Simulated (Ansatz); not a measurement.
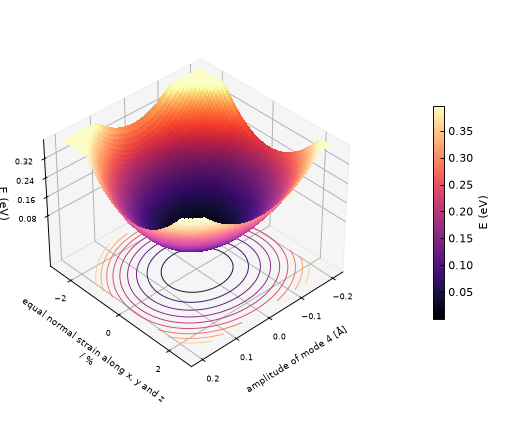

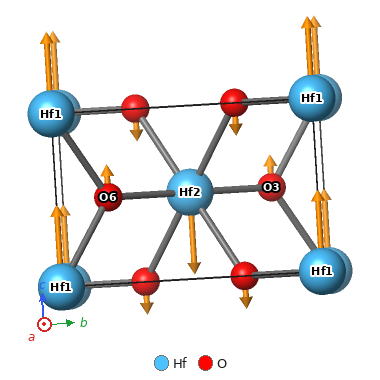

Energy landscape of HfO2 (P4_2/mnm, No. 136; 6 atoms in the cell). 
- The energy is mapped over a normal mode and a strain (zone-centre modes of the 6-atom cell of this scan) (x along [1 0 0], y along [0 1 0], z along [0 0 1] of the conventional cell).
- First axis: amplitude of mode 4 (90 cm⁻¹), largest displacement in the unstrained cell. Second axis: equal normal strain along x, y and z.
- Nothing is relaxed (the pattern is fixed in fractional coordinates).
- Grid: 7 × 7 points; 28 points were computed and 21 follow by symmetry.
- Points are written as (first, second).
- All energies are given in eV per cell relative to the lowest grid point.
- Theory: Ansatz 0.2.0, DFT PBE, scalar-relativistic, plane waves, PAW. Settings: cutoff 520 eV, k-mesh 6×6×8 in the order of the run's cell vectors, gaussian smearing 0.05 eV, no spin polarisation.

Drawn: a relief with its contours projected below, any walls above the top of the colour scale cut off. Between grid points the surface is interpolated. The second picture is the structure at the lowest point

### Summarise what can be read from the map.

The lowest grid point is at (0.000 Å, 0.00 %). It is the only kind of minimum in the scanned range. The highest grid point, (−0.203 Å, −2.50 %), lies 0.616 eV above the lowest. The gap on the k-mesh is 3.9 eV at the lowest point and runs from 3.6 to 4.4 eV over the map.

Grid values (eV):

| second ↓, first → | −0.203 | −0.135 | −0.068 | 0.000 | 0.068 | 0.135 | 0.203 |
| --- | --- | --- | --- | --- | --- | --- | --- |
| 2.50 | 0.459 | 0.349 | 0.287 | 0.268 | 0.287 | 0.349 | 0.459 |
| 1.67 | 0.331 | 0.211 | 0.144 | 0.123 | 0.144 | 0.211 | 0.331 |
| 0.83 | 0.257 | 0.127 | 0.054 | 0.031 | 0.054 | 0.127 | 0.257 |
| 0.00 | 0.244 | 0.104 | 0.025 | 0.000 | 0.025 | 0.104 | 0.244 |
| −0.83 | 0.296 | 0.145 | 0.060 | 0.033 | 0.060 | 0.145 | 0.296 |
| −1.67 | 0.419 | 0.257 | 0.166 | 0.137 | 0.166 | 0.257 | 0.419 |
| −2.50 | 0.616 | 0.443 | 0.346 | 0.315 | 0.346 | 0.443 | 0.616 |

The input of one point:

```yaml
crystal:
  lattice:
    - [4.8812150602, 0.0, 0.0]
    - [0.0, 4.8812150602, 0.0]
    - [0.0, 0.0, 3.2378896156]
  atoms:
    - { symbol: Hf, position: [0.0, 0.0, 0.0] }
    - { symbol: Hf, position: [0.5, 0.5, 0.5] }
    - { symbol: O, position: [0.1948161092, 0.8051838908, 0.5] }
    - { symbol: O, position: [0.3051838908, 0.3051838908, 0.0] }
    - { symbol: O, position: [0.6948161092, 0.6948161092, 0.0] }
    - { symbol: O, position: [0.8051838908, 0.1948161092, 0.5] }
basis:
  ecutwfc: 520.0
kpoints:
  mp_grid: { grid: [6, 6, 8] }
hamiltonian:
  xc: pbe
  pseudopotentials: { kind: paw, azcp: { folder: soft_1 } }
scf:
  occupations: { method: gaussian, width: 0.05 }
output:
  forces: true
  stress: true
  eigenvalues: true
  write_density: true
  write_potential: true
  elf: true
  volumetric_format: npy
```

Time for the 28 points that were run: 12 min on 2 threads of Arm Neoverse N1, on a shared host.
